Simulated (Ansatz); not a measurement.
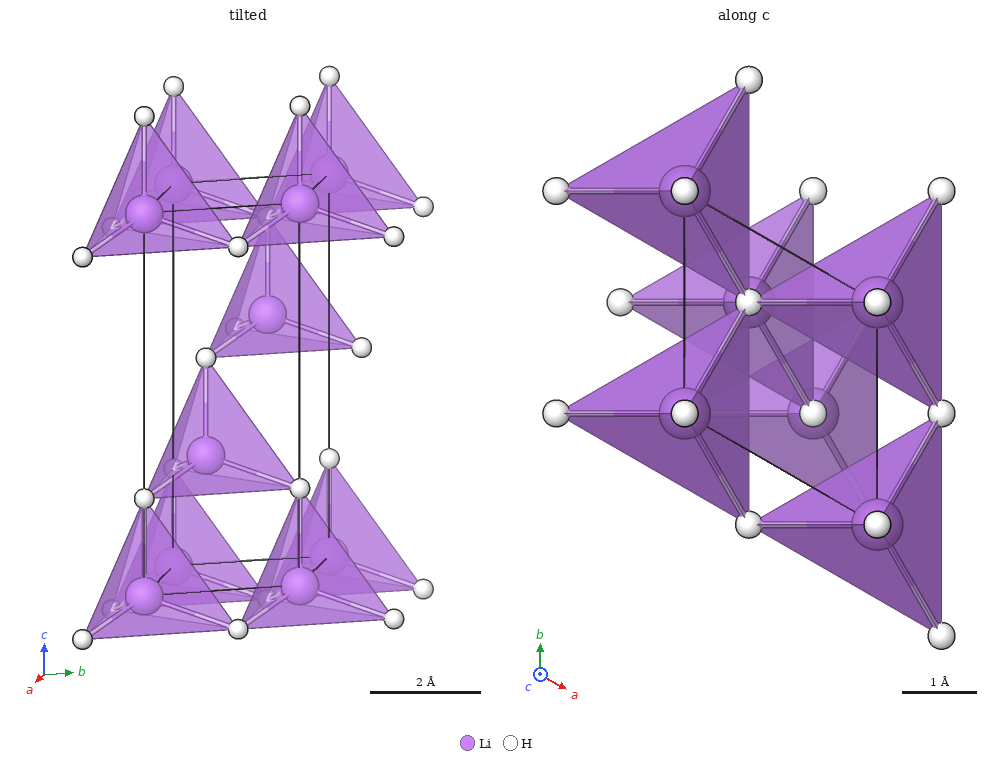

Drawn in the polyhedral manner and seen slightly off an axis and along the c axis. The frame is the conventional unit cell; atoms at its boundary are shown with their periodic copies. Some neighbours outside the box are added.

LiH, space group R3m (No. 160), a = 3.034 Å, b = 3.034 Å, c = 7.134 Å, α = 90.00°, β = 90.00°, γ = 120.00°. Provenance: a structure type filled with these elements by a generator (whether the compound takes this form wasn't checked). The cell was then strained or its atoms displaced on purpose. A calculation with Ansatz used it as input.

This one geometry was computed with Ansatz (DFT, plane waves, PAW) at three levels of theory: r2SCAN, HSE06 and PBE. It was relaxed with r2SCAN and then strained.

Q: How does the band gap change with the level of theory?

A: PBE: a gap of 4.20 eV, indirect; r2SCAN: a gap of 4.73 eV, indirect; HSE06: a gap of 5.26 eV, indirect.

Q: Collect the results in a table.

A:
| level | cutoff (eV) | k-mesh of the run's cell | gap (eV) | pressure (GPa) |
| --- | --- | --- | --- | --- |
| r2SCAN | 500 | 10×10×10 | 4.73 | 1.2 |
| HSE06 | 420 | 8×8×8 | 5.26 | 0.8 |
| PBE | 420 | 10×10×10 | 4.20 | 1.1 |

Gaps are taken on the k-mesh or band path of each run.
